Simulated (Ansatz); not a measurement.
Geometry relaxation, with input and output: C (part 2 of 2)

The same run, continued: C (4 atoms in the cell); DFT, PBE, dispersion d3bj, plane waves, PAW, no spin polarisation (Ansatz 0.2.0); cutoff 420 eV, 9×9×4 k-mesh, Gaussian smearing of 0.1 eV. The structure derives from an entry of the Crystallography Open Database. The settings are looser than a standard set-up, so the numbers are not reference values.

Geometry of the input (Å; fractional positions):
```
2.4560  0.0000  0.0000
-1.2280  2.1270  0.0000
0.0000  0.0000  6.6960
C  0.0000  0.0000  0.7500
C  0.0000  0.0000  0.2500
C  0.3333  0.6667  0.7500
C  0.6667  0.3333  0.2500
```

The program's output, continued
```
SCF iter   1: F=—  HF=-1004.322340 eV  |F-HF|=—  |Δ(HF+E_count)|=         —  Δρ=1.02e-4  dr2=5.06e-6  ethr=4.11e-8  ⟨swp⟩=2.0  Hψ=3180  notcnv=0
preconditioner: auto → none  [metal: Δε(μ)=0.002 eV  Ē_g=15.721 eV  σ=0.100 eV  W_gap=0.01  n_scr=4 (ndim 8)  ℏωp=25.0 eV  f_vac=0.000  D(μ)=0.69/eV (n_scr^D=4)]
SCF iter   2: F=—  HF=-1004.322342 eV  |F-HF|=—  |Δ(HF+E_count)|=   2.40e-6  Δρ=3.48e-5  dr2=5.43e-7  ethr=3.16e-8  ⟨swp⟩=2.7  Hψ=710  notcnv=0
iter 3 did not close the SCF: its close was put off for the readings that it lacked (scf_convergence_deferred on its scf_iter line)
SCF iter   3: F=-1004.322342 eV  HF=-1004.322342 eV  |F-HF|=5.93e-9  |Δ(HF+E_count)|=   1.22e-7  Δρ=6.63e-6  dr2=6.47e-9  ethr=3.40e-9  ⟨swp⟩=2.4  Hψ=743  notcnv=0
iter 4 did not close the SCF: its close was put off for the readings that it lacked (scf_convergence_deferred on its scf_iter line)
SCF iter   4: F=-1004.322342 eV  HF=-1004.322342 eV  |F-HF|=5.68e-13  |Δ(HF+E_count)|=   6.40e-9  Δρ=2.83e-7  dr2=1.86e-11  ethr=4.04e-11  ⟨swp⟩=2.6  Hψ=727  notcnv=0
iter 5 did not close the SCF: its close was put off for the readings that it lacked (scf_convergence_deferred on its scf_iter line)
SCF iter   5: F=-1004.322342 eV  HF=-1004.322342 eV  |F-HF|=5.68e-13  |Δ(HF+E_count)|=  1.08e-11  Δρ=6.15e-8  dr2=7.22e-13  ethr=1.00e-12  ⟨swp⟩=1.2  Hψ=449  notcnv=0
iter 6 did not close the SCF: its close was put off for the readings that it lacked (scf_convergence_deferred on its scf_iter line)
SCF iter   6: F=-1004.322342 eV  HF=-1004.322342 eV  |F-HF|=2.27e-13  |Δ(HF+E_count)|=  1.14e-12  Δρ=1.70e-8  dr2=6.31e-14  ethr=1.00e-12  ⟨swp⟩=1.0  Hψ=432  notcnv=0
SCF iter   7: F=-1004.322342 eV  HF=-1004.322342 eV  |F-HF|=2.27e-13  |Δ(HF+E_count)|=  1.14e-13  Δρ=4.26e-9  dr2=4.16e-15  ethr=1.00e-12  ⟨swp⟩=3.8  Hψ=1699  notcnv=0
SCF 5 converged in 7 iterations: F = -1004.322342 eV  dr2 = 4.16e-15
relax step   5: F+E_penalty+E_count = -1004.32234212 eV  Δ(F+E_penalty+E_count) = +8.674e-5 eV  max|allowed force component| = 4.903e-16 eV/Å  Δτ_max = 0.0000 Å  P = +0.002 GPa  Ω = 35.270 Å³  energy of the carried Pulay correction = -8.937e-5 eV  (7 SCF iters, accepted)
iter 1 solved again at ethr=1.34e-7 eV; its pass at ethr=3.10e-3 eV (dr2=2.15e-5 eV) is discarded
SCF iter   1: F=—  HF=-1004.322419 eV  |F-HF|=—  |Δ(HF+E_count)|=         —  Δρ=5.30e-6  dr2=1.27e-9  ethr=1.34e-7  ⟨swp⟩=3.6  Hψ=3639  notcnv=0
eigensolver tolerance schedule: the retry pair's looser diagonalisation over-reported the residual by 16873.27 of it (diagonalisation noise at 2.70 of the residual, at the tolerance the schedule requests for it); recorded, not acted on — ethr = c·dr2/N_el stays at c = 1.0e-1
preconditioner: auto → none  [metal: Δε(μ)=0.002 eV  Ē_g=15.722 eV  σ=0.100 eV  W_gap=0.01  n_scr=4 (ndim 8)  ℏωp=25.0 eV  f_vac=0.000  D(μ)=0.69/eV (n_scr^D=4)]
SCF iter   2: F=—  HF=-1004.322425 eV  |F-HF|=—  |Δ(HF+E_count)|=   6.05e-6  Δρ=2.60e-6  dr2=2.92e-10  ethr=7.95e-12  ⟨swp⟩=3.1  Hψ=930  notcnv=0
iter 3 did not close the SCF: its close was put off for the readings that it lacked (scf_convergence_deferred on its scf_iter line)
SCF iter   3: F=-1004.322425 eV  HF=-1004.322425 eV  |F-HF|=6.59e-12  |Δ(HF+E_count)|=   3.61e-9  Δρ=2.53e-7  dr2=1.10e-11  ethr=1.82e-12  ⟨swp⟩=2.1  Hψ=722  notcnv=0
iter 4 did not close the SCF: its close was put off for the readings that it lacked (scf_convergence_deferred on its scf_iter line)
SCF iter   4: F=-1004.322425 eV  HF=-1004.322425 eV  |F-HF|=1.82e-12  |Δ(HF+E_count)|=  8.19e-12  Δρ=8.89e-8  dr2=9.24e-13  ethr=1.00e-12  ⟨swp⟩=1.0  Hψ=432  notcnv=0
iter 5 did not close the SCF: its close was put off for the readings that it lacked (scf_convergence_deferred on its scf_iter line)
SCF iter   5: F=-1004.322425 eV  HF=-1004.322425 eV  |F-HF|=0.00e0  |Δ(HF+E_count)|=  1.59e-12  Δρ=5.25e-9  dr2=2.96e-15  ethr=1.00e-12  ⟨swp⟩=1.0  Hψ=432  notcnv=0
iter 6 did not close the SCF: its close was put off for the readings that it lacked (scf_convergence_deferred on its scf_iter line)
SCF iter   6: F=-1004.322425 eV  HF=-1004.322425 eV  |F-HF|=3.41e-13  |Δ(HF+E_count)|=  2.27e-13  Δρ=3.22e-9  dr2=2.07e-15  ethr=1.00e-12  ⟨swp⟩=1.0  Hψ=432  notcnv=0
SCF iter   7: F=-1004.322425 eV  HF=-1004.322425 eV  |F-HF|=1.14e-13  |Δ(HF+E_count)|=  2.27e-13  Δρ=8.66e-10  dr2=1.01e-16  ethr=1.00e-12  ⟨swp⟩=2.3  Hψ=1318  notcnv=0
SCF 6 converged in 7 iterations: F = -1004.322425 eV  dr2 = 1.01e-16
relax step   6: F+E_penalty+E_count = -1004.32242536 eV  Δ(F+E_penalty+E_count) = -8.324e-5 eV  max|allowed force component| = 3.793e-16 eV/Å  Δτ_max = 0.0000 Å  P = +0.004 GPa  Ω = 35.270 Å³  stress off target by 6.62e-3 GPa  SCF on the basis re-selected at this cell (its energy is not comparable with the rows above)  (7 SCF iters)
```

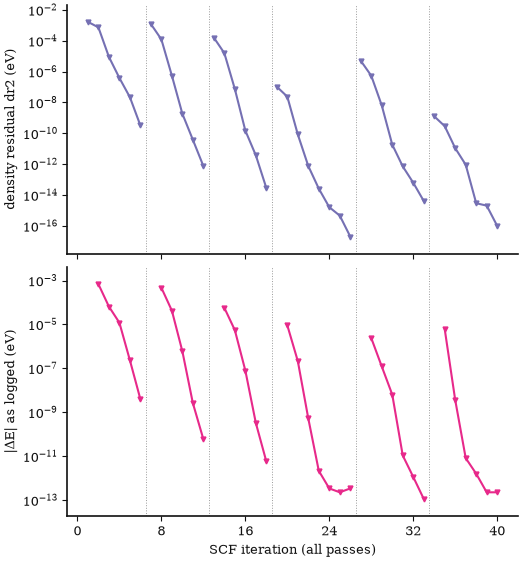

**Figure 1.** Convergence of the self-consistent field: density residual dr2 and size of the energy change against the SCF iteration. The dotted lines part the SCF passes of the relaxation: geometry steps, rejected trials and re-solves on a re-selected basis. The 6 passes take 6 to 8 iterations each, 40 in all.

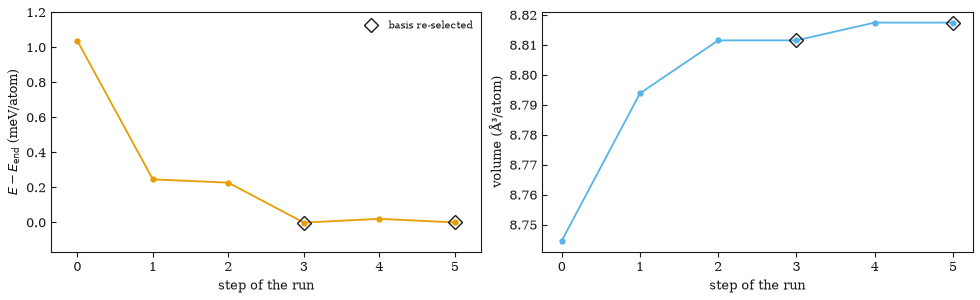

**Figure 2.** Progress of the relaxation, step by step (the first geometry is step 0 here and step 1 in the log). No atom moves by more than 0.005 Å relative to the cell. The volume changes by +0.8 %, with a = b 2.456 → 2.465 Å (+0.4 %), c 6.696 → 6.701 Å (+0.1 %). Among the contacts that change: C1–C3 1.418 → 1.423 Å. The space group stays P6_3/mmc (No. 194). The energy falls by 1.0 meV per atom in 3 geometry steps. All forces vanish by symmetry, so only the cell relaxes. Pressure: 3.37 GPa at the start and 0.00 GPa at the end. The basis was re-selected once at an unchanged geometry, which shifts the energy a little without any move. The energy change given includes the shifts at the re-selections in mid-walk, which come without any move. A last SCF at the same geometry on a re-selected plane-wave basis shifts the energy by next to nothing (0.0 meV per atom). (Atoms are counted from 1 in the order of the input.)

```
basis re-selected at this cell: Δ(F+E_penalty+E_count) = -8.324e-5 eV, ΔP = +0.002 GPa vs the last step (what re-selecting the basis moved, of the pressure what is left beyond the Pulay correction that the steps carried, after the strain that the cell walked since its last selection, with what the two solves' SCF thresholds leave and, on support functions, any second-order correction that the steps lacked; it is no measure of the basis error at this ecutwfc). This SCF's stress stands 6.62e-3 GPa from its target on what of the cell is left free (relax.cell.stress_tol is 5.00e-2 GPa) and its largest allowed force component is 3.79e-16 eV/Å (relax.f_tol is 5.00e-3 eV/Å): within both
SCF converged after 7 iterations
Free energy (F): -1004.322425 eV
Harris-Foulkes:  -1004.322425 eV  (|F-HF|=1.14e-13)
Internal energy: -1004.318982 eV  (E = F + TS)
E sigma→0 (E₀):  -1004.320704 eV
Entropy (-TS):   -0.003443 eV (-0.861 meV/atom)
Fermi energy:    6.986679 eV
--- Per-component energies (eV) ---
  E_band       = -34.082551
  E_kinetic    = 363.777169
  E_local      = -609.517578  (includes V_loc(G=0)·N_el)
  E_nonlocal   = 109.217614
  E_hartree    = 183.742650
  E_xc         = -192.073469
  E_vxc        = -237.828951  (∫ρ·V_xc dr)
  E_paw        = -397.377850  (= ΣΔE_a)
  E_vpaw       = -27.216136  (= ΣTr[D̂ρ^β])
  E_aug_tail   = 0.000030  (compensation charges beyond the density's cutoff)
  E_ewald      = -461.461134
  E_disp       = -0.626414  (pairwise vdW)
  E_smearing   = -0.003443  (= −TS)
  E_closure    = -0.000000  (closes the sum)
  Σ components = -1004.322425   (vs F -1004.322425, Δ=0.00e0)
--- Forces (eV/Å), atoms counted from 1 ---
  atom   1  C      0.00000000    -0.00000000     0.00000000
  atom   2  C      0.00000000     0.00000000    -0.00000000
  atom   3  C     -0.00000000     0.00000000    -0.00000000
  atom   4  C      0.00000000    -0.00000000     0.00000000
  max |Σ_I F_I| component: 1.85e-16 eV/Å
--- Stress (GPa, compression-positive) ---
        0.002575       0.000000       0.000000
        0.000000       0.002575       0.000000
        0.000000       0.000000       0.006617
  P = ⅓ Tr σ = 0.0039 GPa (0.039 kbar)
--- Band table (eV; the first three rows and the last of 36) ---
  k-point 0: bands = ["-12.6590", "-12.3557", "-1.5278", "0.4517", "3.9726", "3.9726", "3.9907", "3.9907", "11.2934", "15.3323", "15.3323", "15.3831"]
  k-point 1: bands = ["-12.6170", "-12.4027", "-1.2801", "0.1042", "3.9754", "3.9754", "3.9881", "3.9881", "12.0402", "15.3399", "15.3399", "15.3756"]
  k-point 2: bands = ["-12.5125", "-12.5125", "-0.6354", "-0.6354", "3.9813", "3.9813", "3.9813", "3.9813", "13.9400", "13.9400", "15.3564", "15.3564"]
  k-point 35: bands = ["-5.5878", "-5.5878", "-5.5815", "-5.5815", "-3.5519", "-3.5519", "6.9850", "6.9850", "7.0038", "7.0038", "17.1631", "17.1631"]
--- Relaxed structure (4 steps of the walk, 4 accepted, 2 SCFs on fresh bases) ---
  F+E_penalty+E_count = -1004.32242536 eV   max|allowed force component| = 3.793e-16 eV/Å   (the final SCF, on the basis selected at the relaxed cell)
  cell:  # Å, volume = 35.2699 Å³
    - [2.4652393581304595, 4.923554267137068e-33, -1.506595552979519e-35]
    - [-1.2326196790652297, 2.1349599105502213, -2.017439056548158e-33]
    - [1.0104594056976997e-33, -6.37493088472695e-33, 6.701247891088964]
  atoms:
    - { symbol: C, position: [-1.9885385762099993e-32, -9.65851180743466e-33, 0.7500000000000001] }
    - { symbol: C, position: [1.1232042866654534e-32, 1.1590214168921589e-32, 0.25] }
    - { symbol: C, position: [0.3333333333333333, 0.6666666666666667, 0.7500000000000001] }
    - { symbol: C, position: [0.6666666666666667, 0.3333333333333333, 0.25] }
```

Trajectory as extended XYZ (Å, eV, eV/Å), 6 frames, from step=1 to step=6
```
4
Lattice="2.4560 0.0000 0.0000 -1.2280 2.1270 0.0000 0.0000 0.0000 6.6960" Properties=species:S:1:pos:R:3:forces:R:3 step=1 energy=-1004.31828 pressure_GPa=3.37
C     0.0000    0.0000    5.0220    0.0000   0.0000   0.0000
C     0.0000    0.0000    1.6740    0.0000   0.0000   0.0000
C     0.0000    1.4180    5.0220    0.0000   0.0000   0.0000
C     1.2280    0.7090    1.6740    0.0000   0.0000   0.0000
4
Lattice="2.4627 0.0000 0.0000 -1.2313 2.1327 0.0000 0.0000 0.0000 6.6973" Properties=species:S:1:pos:R:3:forces:R:3 step=2 energy=-1004.32144 pressure_GPa=0.90
C     0.0000    0.0000    5.0230    0.0000   0.0000   0.0000
C     0.0000    0.0000    1.6743    0.0000   0.0000   0.0000
C     0.0000    1.4218    5.0230    0.0000   0.0000   0.0000
C     1.2313    0.7109    1.6743    0.0000   0.0000   0.0000
4
Lattice="2.4651 0.0000 0.0000 -1.2326 2.1349 0.0000 0.0000 0.0000 6.6974" Properties=species:S:1:pos:R:3:forces:R:3 step=3 energy=-1004.32152 pressure_GPa=0.01
C     0.0000    0.0000    5.0231    0.0000   0.0000   0.0000
C     0.0000    0.0000    1.6744    0.0000   0.0000   0.0000
C     0.0000    1.4232    5.0231    0.0000   0.0000   0.0000
C     1.2326    0.7116    1.6744    0.0000   0.0000   0.0000
4
Lattice="2.4651 0.0000 0.0000 -1.2326 2.1349 0.0000 0.0000 0.0000 6.6974" Properties=species:S:1:pos:R:3:forces:R:3 step=4 energy=-1004.32243 pressure_GPa=0.05
C     0.0000    0.0000    5.0231    0.0000   0.0000   0.0000
C     0.0000    0.0000    1.6744    0.0000   0.0000   0.0000
C     0.0000    1.4232    5.0231    0.0000   0.0000   0.0000
C     1.2326    0.7116    1.6744    0.0000   0.0000   0.0000
4
Lattice="2.4652 0.0000 0.0000 -1.2326 2.1350 0.0000 0.0000 0.0000 6.7012" Properties=species:S:1:pos:R:3:forces:R:3 step=5 energy=-1004.32234 pressure_GPa=0.00
C     0.0000    0.0000    5.0259    0.0000   0.0000   0.0000
C     0.0000    0.0000    1.6753    0.0000   0.0000   0.0000
C     0.0000    1.4233    5.0259    0.0000   0.0000   0.0000
C     1.2326    0.7117    1.6753    0.0000   0.0000   0.0000
4
Lattice="2.4652 0.0000 0.0000 -1.2326 2.1350 0.0000 0.0000 0.0000 6.7012" Properties=species:S:1:pos:R:3:forces:R:3 step=6 energy=-1004.32242 pressure_GPa=0.00
C     0.0000    0.0000    5.0259    0.0000   0.0000   0.0000
C     0.0000    0.0000    1.6753    0.0000   0.0000   0.0000
C     0.0000    1.4233    5.0259    0.0000   0.0000   0.0000
C     1.2326    0.7117    1.6753    0.0000   0.0000   0.0000
```
